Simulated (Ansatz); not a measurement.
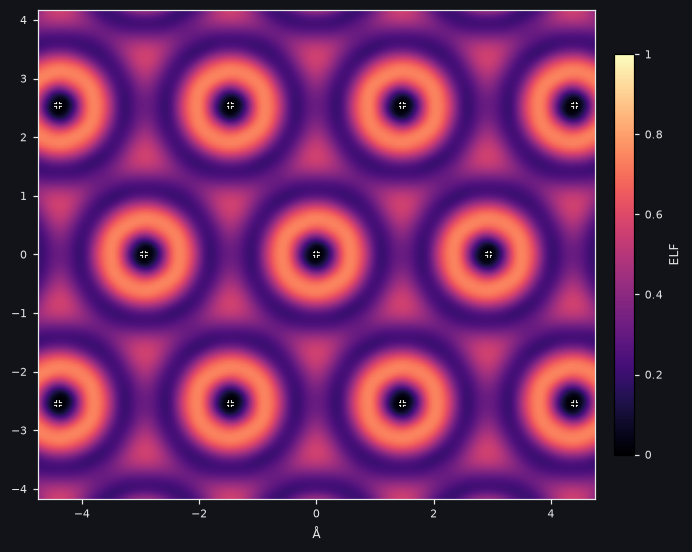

The electron localisation function on a plane through atoms (crosses mark nuclei in the plane).

All numbers below come from DFT, PBEsol, plane waves (420 eV) with PAW, scalar-relativistic in Ansatz 0.2.0.

Candidates:
A. Ta, a = 2.94 Å, b = 2.94 Å, c = 10.13 Å, α = 90.00°, β = 90.00°, γ = 120.00°. Space group P6₃/mmc; set up as Ta, dhcp; a generated structure, not necessarily the stable one; changed on purpose from its base cell (volume × 1.04); computed pressure about −7 GPa in this cell.
B. Mn, a = 2.48 Å, b = 2.48 Å, c = 4.02 Å, α = 90.00°, β = 90.00°, γ = 120.00°. Space group P6₃/mmc; set up as Mn, hcp; a generated structure, not necessarily the stable one; changed on purpose from its base cell (volume × 1.04); computed pressure about −11 GPa in this cell; the program warned that a starting moment wasn't kept; spin-polarised, but the moments vanished.
C. Pd, a = 2.53 Å, b = 2.53 Å, c = 2.53 Å, α = 90.00°, β = 90.00°, γ = 90.00°. Space group Pm-3m; set up as Pd, simple cubic; a generated structure, not necessarily the stable one; changed on purpose from its base cell (volume × 0.96); computed pressure about 7 GPa in this cell.

Which system is this?

Candidate A: Ta on the (001) plane of the conventional cell, which holds Ta. Ta–Ta (2.94 Å): the ELF is about 0.30 at the midpoint.
